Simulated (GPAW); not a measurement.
## Work function of honeycomb AsSb monolayer at several levels

How far do functional and basis move the work function of honeycomb AsSb monolayer? Where a layer proves gapped, the work function hangs on where the smearing puts the Fermi level, and the band edges take its place.

Method: GPAW, PAW setups; layer in a repeated cell with vacuum, relaxation of atoms and in-plane cell, in the first sound run; inputs show where later runs differ, in GPAW 26.7.0.

**1. The starting structure**

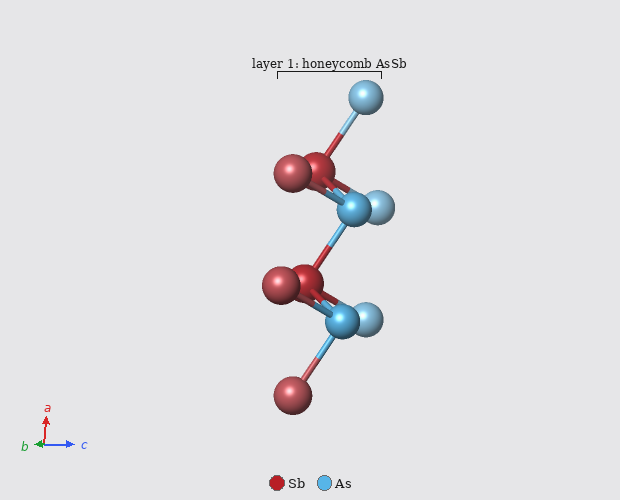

The starting structure, seen from the side, with the c axis across the page (antimony red, arsenic blue). 2×1×1 cells are drawn. Some periodic images of atoms are drawn too.

The cell holds 2 atoms: 1 Sb and 1 As. Cell: a = 3.860 Å, b = 3.860 Å, c = 19.520 Å, α = 90.0°, β = 90.0°, γ = 120.0°. Vacuum lies along c.

**2. Relaxation**

The atoms are relaxed first, since the surface dipole, and with it the work function, follows the positions of the outer layers.

Input file run.py:

```python
import json
import numpy as np
from ase import Atoms
from ase.filters import FrechetCellFilter
from ase.optimize import BFGS
from gpaw import GPAW, PW

slab = Atoms(
    ['Sb', 'As'],
    positions=[
        [1.93000, 1.11429, 9.00000],
        [-0.00000, 2.22857, 10.52000]],
    cell=[[3.86, 0.0, 0.0], [-1.93, 3.34286, 0.0], [0.0, 0.0, 19.52]],
    pbc=[True, True, True])

slab.calc = GPAW(mode=PW(600), xc='PBE', kpts={'size': (9, 9, 1), 'gamma': True},
                 occupations={'name': 'fermi-dirac', 'width': 0.05}, nbands='160%',
                 convergence={'density': 1e-05}, maxiter=200,
                 symmetry={'tolerance': 1e-3}, txt='slab.txt')
result = {}
# The in-plane cell is free; stress needs a cell that repeats along all three vectors
path = []
opt = BFGS(FrechetCellFilter(slab, mask=[1, 1, 0, 0, 0, 1]), maxstep=0.2)
opt.attach(lambda: path.append((slab.get_potential_energy(), slab.positions.tolist(), slab.get_forces().tolist())))
result['relaxed'] = bool(opt.run(fmax=0.02, steps=45))
result['path'] = path
result['cell'] = slab.cell.tolist()
print('in-plane lattice', slab.cell.cellpar().round(4)[[0, 1, 5]])
energy = slab.get_potential_energy()
fermi = slab.calc.get_fermi_level()
v = slab.calc.get_electrostatic_potential().mean((0, 1)) - fermi
n = slab.calc.get_pseudo_density().mean((0, 1))
L = slab.cell[2, 2]
z = np.arange(len(v)) * L / len(v)
low, high = slab.positions[:, 2].min(), slab.positions[:, 2].max()
below, above = np.interp([low - 6.8, high + 6.8], z, v)
slopes = [np.interp(x, z, np.gradient(v, z)) for x in (low - 6.8, high + 6.8)]
eps = np.array([[slab.calc.get_eigenvalues(k, s) for k in range(len(slab.calc.get_ibz_k_points()))]
                for s in range(slab.calc.get_number_of_spins())]) - fermi
top, bottom = eps[eps < 0].max(), eps[eps > 0].min()
dipole = slab.get_dipole_moment()[2]
print(f'energy {energy:.4f} eV, Fermi level {fermi:.4f} eV, dipole {dipole:.5f} e A')
print(f'potential 6.8 A off the faces, from the Fermi level: lower {below:.4f} eV, upper {above:.4f} eV')
print(f'slope of the potential there: lower {slopes[0]:.5f}, upper {slopes[1]:.5f} eV/A')
print(f'nearest levels on the mesh: {top:.4f} and {bottom:.4f} eV')
print('magnetic moment', round(slab.get_magnetic_moment(), 3))
result.update(energy=energy, fermi=fermi, dipole=dipole, below=below, above=above, slopes=slopes, edges=[top, bottom],
              z=z.tolist(), v=v.tolist(), n=n.tolist(), positions=slab.positions.tolist(),
              forces=slab.get_forces(apply_constraint=False).tolist(), moments=slab.get_magnetic_moments().tolist())
json.dump(result, open('result.json', 'w'))
```

Launch:

```sh
OMP_NUM_THREADS=1 OPENBLAS_NUM_THREADS=1 python run.py
```

Log:

```text
Step          Energy          fmax
BFGS:    0       -8.988542        0.092853
BFGS:    1       -8.988758        0.062183
BFGS:    2       -8.988927        0.011070
in-plane lattice [  3.8583   3.8583 120.    ]
energy -8.9889 eV, Fermi level -2.1342 eV, dipole -0.03075 e A
potential 6.8 A off the faces, from the Fermi level: lower 4.3897 eV, upper 4.4869 eV
slope of the potential there: lower -0.02208, upper -0.02207 eV/A
nearest levels on the mesh: -0.7171 and 0.7723 eV
magnetic moment 0.0
```

Wall time 2.2 min (1 thread of Arm Neoverse N1, shared host); peak memory 0.32 GiB.

Numbers from this step:

| Item | Value |
| --- | --- |
| dipole along the normal | -0.03075 e·Å |
| levels nearest the Fermi level on the mesh | -0.7171, 0.7723 eV from the Fermi level |

Electrostatic potential energy of an electron (without an applied field's), less the Fermi level, planar mean against z:

```
z (Å)  electrostatic potential energy of an electron (without an applied field's), less the Fermi level, planar mean (eV)
    0                                                                                                                4.44
    2                                                                                                                4.39
    4                                                                                                                4.35
    6                                                                                                                4.29
    8                                                                                                               0.728
   10                                                                                                               -6.69
   12                                                                                                                3.99
   14                                                                                                                4.56
   16                                                                                                                4.52
   18                                                                                                                4.47
```

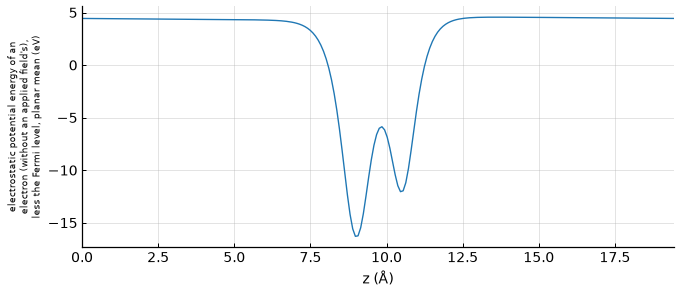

Electrostatic potential energy of an electron (without an applied field's), less the Fermi level, planar mean against z.

The pseudo valence density, planar mean by z:

```
z (Å)  pseudo valence density, planar mean (e/Å³)
    5                                      5.8e-5
    6                                      7.6e-4
    7                                      0.0102
    8                                       0.118
    9                                        1.19
   10                                       0.325
   11                                       0.221
   12                                      0.0259
   13                                     0.00167
   14                                      1.1e-4
```

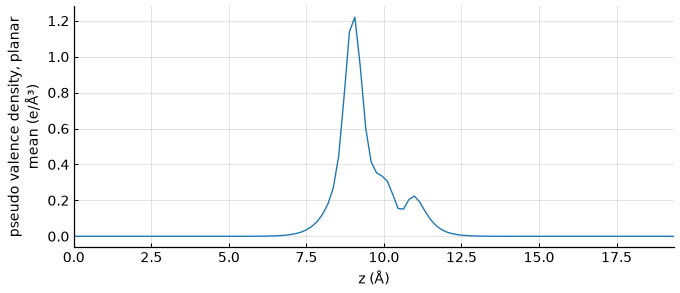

Pseudo valence density, planar mean against z.

The relaxation lowered the energy of the cell by 3.8e-4 eV (energies extrapolated to zero smearing; the optimiser's log prints free energies). The largest force left on a free atom is 0.0036 eV/Å.

**3. Plane waves, PBE**

The work function is the vacuum plateau of the electrostatic potential less the Fermi level; a dipole layer lets the two faces have plateaus of their own.

This step: GPAW, PAW setups; slab in vacuum (GPAW 26.7.0).

run.py, as its differences from that of step 2:

```diff
@@ -3,4 +3,2 @@
 from ase import Atoms
-from ase.filters import FrechetCellFilter
-from ase.optimize import BFGS
 from gpaw import GPAW, PW
@@ -10,20 +8,13 @@
     positions=[
-        [1.93000, 1.11429, 9.00000],
-        [-0.00000, 2.22857, 10.52000]],
-    cell=[[3.86, 0.0, 0.0], [-1.93, 3.34286, 0.0], [0.0, 0.0, 19.52]],
-    pbc=[True, True, True])
+        [1.92917, 1.11381, 9.00000],
+        [-0.00000, 2.22761, 10.51210]],
+    cell=[[3.85833, -0.0, 0.0], [-1.92917, 3.34142, 0.0], [0.0, 0.0, 19.5121]],
+    pbc=[True, True, False])
 
-slab.calc = GPAW(mode=PW(600), xc='PBE', kpts={'size': (9, 9, 1), 'gamma': True},
+slab.calc = GPAW(mode=PW(400), xc='PBE', kpts={'size': (9, 9, 1), 'gamma': True},
                  occupations={'name': 'fermi-dirac', 'width': 0.05}, nbands='160%',
                  convergence={'density': 1e-05}, maxiter=200,
+                 poissonsolver={'dipolelayer': 'xy'},
                  symmetry={'tolerance': 1e-3}, txt='slab.txt')
 result = {}
-# The in-plane cell is free; stress needs a cell that repeats along all three vectors
-path = []
-opt = BFGS(FrechetCellFilter(slab, mask=[1, 1, 0, 0, 0, 1]), maxstep=0.2)
-opt.attach(lambda: path.append((slab.get_potential_energy(), slab.positions.tolist(), slab.get_forces().tolist())))
-result['relaxed'] = bool(opt.run(fmax=0.02, steps=45))
-result['path'] = path
-result['cell'] = slab.cell.tolist()
-print('in-plane lattice', slab.cell.cellpar().round(4)[[0, 1, 5]])
 energy = slab.get_potential_energy()
```

Log:

```text
energy -8.8598 eV, Fermi level -2.1342 eV, dipole -0.02423 e A
potential 6.8 A off the faces, from the Fermi level: lower 4.2715 eV, upper 4.6092 eV
slope of the potential there: lower -0.00003, upper 0.00001 eV/A
nearest levels on the mesh: -0.7170 and 0.7722 eV
magnetic moment 0.0
```

Wall time 26 s (1 thread); peak memory 0.19 GiB.

Numbers from this step:

```yaml
dipole_along_the_normal: -0.02423 e·Å
levels_nearest_the_fermi_level_on_the_mesh: -0.7170, 0.7722 eV from the Fermi level
upper_work_function: 4.609 eV
lower_work_function: 4.271 eV
upper_ionisation_energy: 5.326 eV
```

Table of electrostatic potential energy of an electron (without an applied field's), less the Fermi level, planar mean by z:

```
z (Å)  electrostatic potential energy of an electron (without an applied field's), less the Fermi level, planar mean (eV)
    0                                                                                                                4.44
    2                                                                                                                4.27
    4                                                                                                                4.27
    6                                                                                                                4.25
    8                                                                                                               0.682
   10                                                                                                               -6.74
   12                                                                                                                4.00
   14                                                                                                                4.61
   16                                                                                                                4.61
   18                                                                                                                4.61
```

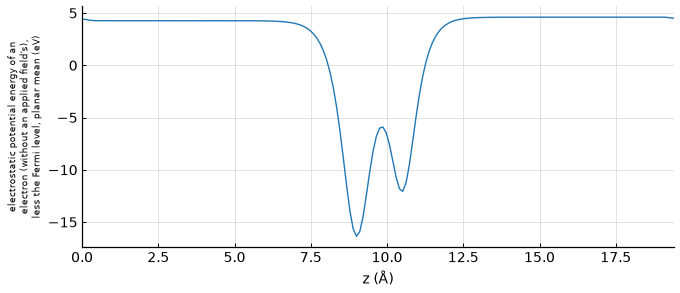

Electrostatic potential energy of an electron (without an applied field's), less the Fermi level, planar mean, plotted against z.

Pseudo valence density, planar mean against z:

```
z (Å)  pseudo valence density, planar mean (e/Å³)
    5                                      6.1e-5
    6                                      7.9e-4
    7                                      0.0105
    8                                       0.119
    9                                        1.16
   10                                       0.325
   11                                       0.214
   12                                      0.0261
   13                                     0.00161
   14                                      1.1e-4
```

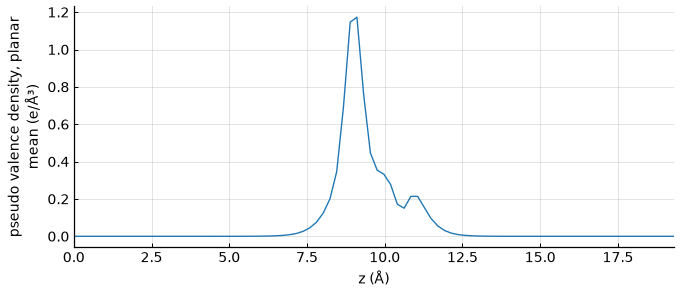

Pseudo valence density, planar mean, plotted against z.

The layer is gapped, so the Fermi level lies somewhere inside the gap, set by smearing and numerics, and these work functions are no property of the material; the band edges below the vacuum level are. The potential is flat to 2.8e-5 eV/Å where it is read, so the vacuum is wide enough.

**4. Self-consistent run: xc = "RPBE"**

The same geometry under RPBE, to see how far the functional moves the levels against the vacuum.

run.py, as its differences from that of step 3:

```diff
@@ -13,3 +13,3 @@
 
-slab.calc = GPAW(mode=PW(400), xc='PBE', kpts={'size': (9, 9, 1), 'gamma': True},
+slab.calc = GPAW(mode=PW(400), xc='RPBE', kpts={'size': (9, 9, 1), 'gamma': True},
                  occupations={'name': 'fermi-dirac', 'width': 0.05}, nbands='160%',
```

Log:

```text
energy -8.3044 eV, Fermi level -2.0200 eV, dipole -0.02499 e A
potential 6.8 A off the faces, from the Fermi level: lower 4.1546 eV, upper 4.5030 eV
slope of the potential there: lower -0.00003, upper 0.00001 eV/A
nearest levels on the mesh: -0.7449 and 0.7998 eV
magnetic moment 0.0
```

Elapsed: 26 s, on 1 thread; peak memory 0.19 GiB.

Numbers from this step:

* dipole along the normal: -0.02499 e·Å
* levels nearest the Fermi level on the mesh: -0.7449, 0.7998 eV from the Fermi level
* upper work function: 4.503 eV
* lower work function: 4.155 eV
* upper ionisation energy: 5.248 eV

Electrostatic potential energy of an electron (without an applied field's), less the Fermi level, planar mean against z:

```
z (Å)  electrostatic potential energy of an electron (without an applied field's), less the Fermi level, planar mean (eV)
    0                                                                                                                4.33
    2                                                                                                                4.15
    4                                                                                                                4.15
    6                                                                                                                4.13
    8                                                                                                               0.557
   10                                                                                                               -6.86
   12                                                                                                                3.89
   14                                                                                                                4.50
   16                                                                                                                4.50
   18                                                                                                                4.50
```

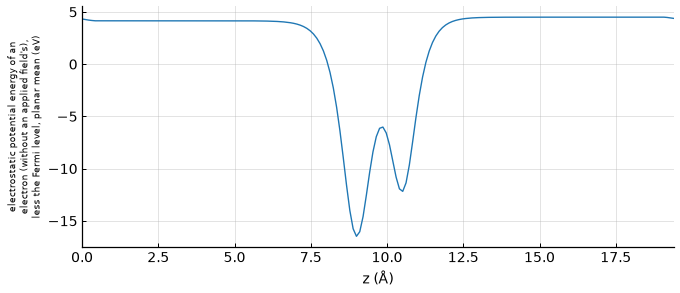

Electrostatic potential energy of an electron (without an applied field's), less the Fermi level, planar mean against z.

The pseudo valence density, planar mean by z:

```
z (Å)  pseudo valence density, planar mean (e/Å³)
    4                                      5.5e-6
    6                                      8.2e-4
    8                                       0.120
   10                                       0.325
   12                                      0.0260
   14                                      1.2e-4
   16                                      1.5e-6
```

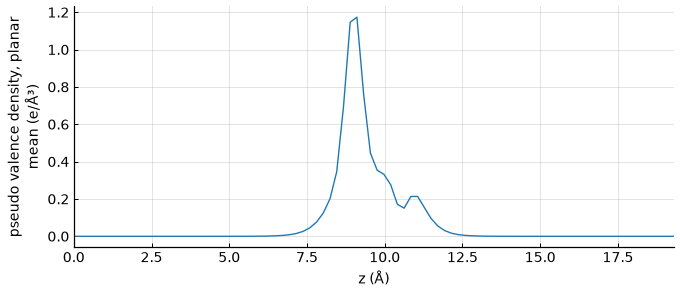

Pseudo valence density, planar mean, plotted against z.

Force by atom:

```
atom  x (eV/Å)  y (eV/Å)  z (eV/Å)   size
 Sb1     0.000     0.000    -0.131  0.131
 As2     0.000     0.000     0.131  0.131
```

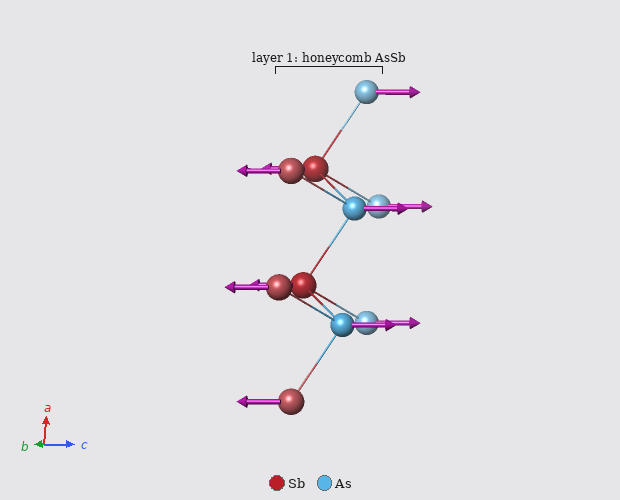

Force as arrows, the longest 0.131 eV/Å. 2×1×1 cells are drawn. Some periodic images of atoms are drawn too.

The highest filled level lies 0.745 eV under the Fermi level, so the ionisation energy from the upper face is 4.503 + 0.745 = 5.248 eV, against 5.326 eV in the base run.

**5. Self-consistent run: xc = "vdW-DF2"**

The same geometry under vdW-DF2, to see how far the functional moves the levels against the vacuum (the van der Waals functionals take revPBE setups).

run.py, as its differences from that of step 4:

```diff
@@ -13,3 +13,3 @@
 
-slab.calc = GPAW(mode=PW(400), xc='RPBE', kpts={'size': (9, 9, 1), 'gamma': True},
+slab.calc = GPAW(mode=PW(400), xc='vdW-DF2', kpts={'size': (9, 9, 1), 'gamma': True},
                  occupations={'name': 'fermi-dirac', 'width': 0.05}, nbands='160%',
```

Log:

```text
energy -174.1356 eV, Fermi level -2.4137 eV, dipole -0.02805 e A
potential 6.8 A off the faces, from the Fermi level: lower 4.6071 eV, upper 4.9984 eV
slope of the potential there: lower -0.00015, upper 0.00010 eV/A
nearest levels on the mesh: -0.6551 and 0.6371 eV
magnetic moment 0.0
```

Wall time 42 s (1 thread); peak memory 0.34 GiB.

Numbers from this step:

```yaml
dipole_along_the_normal: -0.02805 e·Å
levels_nearest_the_fermi_level_on_the_mesh: -0.6551, 0.6371 eV from the Fermi level
upper_work_function: 4.998 eV
lower_work_function: 4.607 eV
upper_ionisation_energy: 5.654 eV
```

The highest filled level lies 0.655 eV under the Fermi level, so the ionisation energy from the upper face is 4.998 + 0.655 = 5.654 eV, against 5.326 eV in the base run.

**6. OptPBE vdW: xc = "optPBE-vdW"**

The same geometry under optPBE-vdW, to see how far the functional moves the levels against the vacuum (the van der Waals functionals take revPBE setups).

run.py, as its differences from that of step 5:

```diff
@@ -13,3 +13,3 @@
 
-slab.calc = GPAW(mode=PW(400), xc='vdW-DF2', kpts={'size': (9, 9, 1), 'gamma': True},
+slab.calc = GPAW(mode=PW(400), xc='optPBE-vdW', kpts={'size': (9, 9, 1), 'gamma': True},
                  occupations={'name': 'fermi-dirac', 'width': 0.05}, nbands='160%',
```

Log:

```text
energy -35.6247 eV, Fermi level -2.2768 eV, dipole -0.02713 e A
potential 6.8 A off the faces, from the Fermi level: lower 4.4363 eV, upper 4.8147 eV
slope of the potential there: lower -0.00003, upper 0.00002 eV/A
nearest levels on the mesh: -0.7218 and 0.7766 eV
magnetic moment 0.0
```

Wall time 40 s (1 thread); peak memory 0.34 GiB.

This step gave:

```
dipole along the normal                    : -0.02713 e·Å
levels nearest the Fermi level on the mesh : -0.7218, 0.7766 eV from the Fermi level
upper work function                        : 4.815 eV
lower work function                        : 4.436 eV
upper ionisation energy                    : 5.536 eV
```

The highest filled level lies 0.722 eV under the Fermi level, so the ionisation energy from the upper face is 4.815 + 0.722 = 5.536 eV, against 5.326 eV in the base run.

**7. Self-consistent run: xc = "revPBE"**

The same geometry under revPBE, to see how far the functional moves the levels against the vacuum.

run.py, as its differences from that of step 6:

```diff
@@ -13,3 +13,3 @@
 
-slab.calc = GPAW(mode=PW(400), xc='optPBE-vdW', kpts={'size': (9, 9, 1), 'gamma': True},
+slab.calc = GPAW(mode=PW(400), xc='revPBE', kpts={'size': (9, 9, 1), 'gamma': True},
                  occupations={'name': 'fermi-dirac', 'width': 0.05}, nbands='160%',
```

Log:

```text
energy -8.3739 eV, Fermi level -2.0286 eV, dipole -0.02464 e A
potential 6.8 A off the faces, from the Fermi level: lower 4.1587 eV, upper 4.5021 eV
slope of the potential there: lower -0.00003, upper 0.00001 eV/A
nearest levels on the mesh: -0.7406 and 0.7954 eV
magnetic moment 0.0
```

Run time: 26 s. Hardware: 1 thread; peak memory 0.19 GiB.

Numbers from this step:

```yaml
dipole_along_the_normal: -0.02464 e·Å
levels_nearest_the_fermi_level_on_the_mesh: -0.7406, 0.7954 eV from the Fermi level
upper_work_function: 4.502 eV
lower_work_function: 4.159 eV
upper_ionisation_energy: 5.243 eV
```

The highest filled level lies 0.741 eV under the Fermi level, so the ionisation energy from the upper face is 4.502 + 0.741 = 5.243 eV, against 5.326 eV in the base run.

**8. Self-consistent run: xc = "LDA"**

The same geometry under LDA, to see how far the functional moves the levels against the vacuum.

run.py, as its differences from that of step 7:

```diff
@@ -13,3 +13,3 @@
 
-slab.calc = GPAW(mode=PW(400), xc='revPBE', kpts={'size': (9, 9, 1), 'gamma': True},
+slab.calc = GPAW(mode=PW(400), xc='LDA', kpts={'size': (9, 9, 1), 'gamma': True},
                  occupations={'name': 'fermi-dirac', 'width': 0.05}, nbands='160%',
```

Log:

```text
energy -9.9274 eV, Fermi level -2.4118 eV, dipole -0.02359 e A
potential 6.8 A off the faces, from the Fermi level: lower 4.5402 eV, upper 4.8688 eV
slope of the potential there: lower -0.00003, upper 0.00001 eV/A
nearest levels on the mesh: -0.6793 and 0.7345 eV
magnetic moment 0.0
```

Elapsed: 24 s, on 1 thread; peak memory 0.18 GiB.

This step gave:

```
dipole along the normal                    : -0.02359 e·Å
levels nearest the Fermi level on the mesh : -0.6793, 0.7345 eV from the Fermi level
upper work function                        : 4.869 eV
lower work function                        : 4.540 eV
upper ionisation energy                    : 5.548 eV
```

The highest filled level lies 0.679 eV under the Fermi level, so the ionisation energy from the upper face is 4.869 + 0.679 = 5.548 eV, against 5.326 eV in the base run.

(Continued in part 2 of 2.)

[Logs are printed without paths, hosts, clocks, repeated set-up lines and the standing remarks that a program may print on its own settings, such as how far it seeks lower states.]

[Hosts, paths, dates, database ids (printed as entryN), source tags and the programs' standing remarks are cut or masked in the printed files.]
